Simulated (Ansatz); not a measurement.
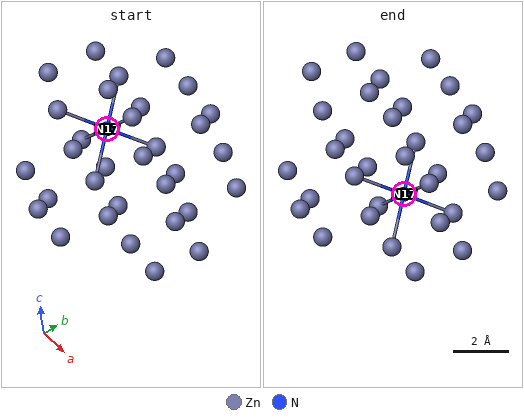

The two relaxed end points of a path for a defect cell of composition Zn16N (17 atoms in the cell). The picture is a ball-and-stick view of the atoms within 5.0 Å of the middle of the path, seen slightly off an axis. The moving atom is ringed, with any periodic copies. Bonds to atoms that aren't drawn are left out.

These are results of DFT PBE, scalar-relativistic, plane waves, PAW in Ansatz, not measurements.

Input
```yaml
crystal:
  lattice:
    - [3.9288069991, 3.9288069991, 3.9288069991]
    - [-3.9288069991, 3.9288069991, -3.9288069991]
    - [-3.9288069991, -3.9288069991, 3.9288069991]
  atoms:
    - { symbol: Zn, position: [0.0016892643, 0.0001711709, 0.0002721811] }
    - { symbol: Zn, position: [-8.15658e-05, 0.749971621, 0.2500122517] }
    - { symbol: Zn, position: [0.234211729, 0.7335300396, -0.0003952052] }
    - { symbol: Zn, position: [-0.0004813786, 0.499867381, 0.4999185415] }
    - { symbol: Zn, position: [0.2500118926, 0.5000339318, 0.2499877483] }
    - { symbol: Zn, position: [0.4997507721, 0.4993415542, 0.0001818968] }
    - { symbol: Zn, position: [-6.97465e-05, 0.2499681988, 0.749938178] }
    - { symbol: Zn, position: [0.2499881074, 0.2500392166, 0.5000395929] }
    - { symbol: Zn, position: [0.5004931687, 0.2657123802, 0.2655214425] }
    - { symbol: Zn, position: [0.7673210369, 0.266670344, -0.0003918326] }
    - { symbol: Zn, position: [0.2340418817, -0.0002079148, 0.7332006072] }
    - { symbol: Zn, position: [0.499700645, 0.0001406061, 0.4987767906] }
    - { symbol: Zn, position: [0.7670914171, -0.0002106909, 0.2662699596] }
    - { symbol: Zn, position: [0.50045205, 0.7324092653, 0.7322267009] }
    - { symbol: Zn, position: [0.7501209104, 0.7501806415, 0.5000197278] }
    - { symbol: Zn, position: [0.7501069651, 0.500028379, 0.7500905847] }
    - { symbol: "N", position: [0.5014795454, -0.0011577072, -0.0017819088] }
basis:
  ecutwfc: 420
  xc_grid: 2
kpoints:
  mp_grid: { grid: [4, 4, 4], shift: [0.5, 0.5, 0.5] }
hamiltonian:
  xc: pbe
scf:
  occupations: { method: gaussian, width: 0.1 }
output:
  forces: true
neb:
  images: 5
  f_tol: 0.05
  max_iterations: 70
  order_check: false
  final_atoms:
    - { symbol: Zn, position: [0.0164806506, 0.0002106909, 0.0173021081] }
    - { symbol: Zn, position: [3.763e-07, 0.7499607834, 0.2499488908] }
    - { symbol: Zn, position: [0.2499699792, 0.7500318012, -3.79453e-05] }
    - { symbol: Zn, position: [6.22057e-05, 0.499971621, 0.5000785861] }
    - { symbol: Zn, position: [0.2508403426, 0.5006584458, 0.2504092179] }
    - { symbol: Zn, position: [0.4999538166, 0.4999660682, -2.20392e-05] }
    - { symbol: Zn, position: [0.0160747552, 0.2664699604, 0.7506816894] }
    - { symbol: Zn, position: [0.2500406306, 0.250028379, 0.4999468132] }
    - { symbol: Zn, position: [0.4998390863, 0.2498193585, 0.2499402689] }
    - { symbol: Zn, position: [0.7498174357, 0.2675907347, 0.0180427848] }
    - { symbol: Zn, position: [0.2486361845, -0.0001406061, 0.7495600389] }
    - { symbol: Zn, position: [0.483408522, 0.0002079148, 0.4842497965] }
    - { symbol: Zn, position: [0.7501010102, -0.0001711709, 0.2515180934] }
    - { symbol: Zn, position: [0.4829378234, 0.733329656, 0.7506506929] }
    - { symbol: Zn, position: [0.7498090623, 0.7342876198, 0.4847807884] }
    - { symbol: Zn, position: [0.7500511605, 0.500132619, 0.7496512404] }
    - { symbol: "N", position: [0.7493757984, 0.0011577072, -0.2473627474] }
```

Command:
```bash
ansatz run input.yaml --threads 4 --pin off --max-ram 8192MiB --backend cpu --events-out ev --progress --plain --runs-dir out
```

### What barrier does the band find between them, and by what path?

The barrier is about 0.71 eV in both directions, with image 3 at the top; the ends have the same energy. The N atom travels furthest, 2.74 Å from end to end, along [1 0 −1], on a straight line. At the highest image its nearest neighbour (Zn) is 1.89 Å away, against 2.09 Å at the start, and the surrounding atoms stand up to 0.41 Å off the mean of their end positions. The band converged in 6 iterations. The largest component of the band force went from 12 to 0.049 eV/Å. The climbing image converged on the top of the path. Its curvatures weren't checked.

Energies of the converged images:

```csv
image,path (Å),E (eV)
0,0.00,0.000
1,0.56,0.147
2,1.11,0.477
3,1.67,0.712
4,2.23,0.477
5,2.78,0.147
6,3.34,0.000
```

The geometry at the top of the path:

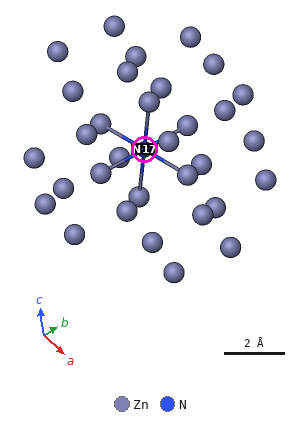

Limits of the set-up: the cell has an odd number of electrons but was run without spin polarisation; the periodic images lie only 6.8 Å apart, so the values are limited by the cell's size.

The run took 30 min on 4 threads of Arm Neoverse V1, with other jobs on the host, peak memory 3.9 GiB.
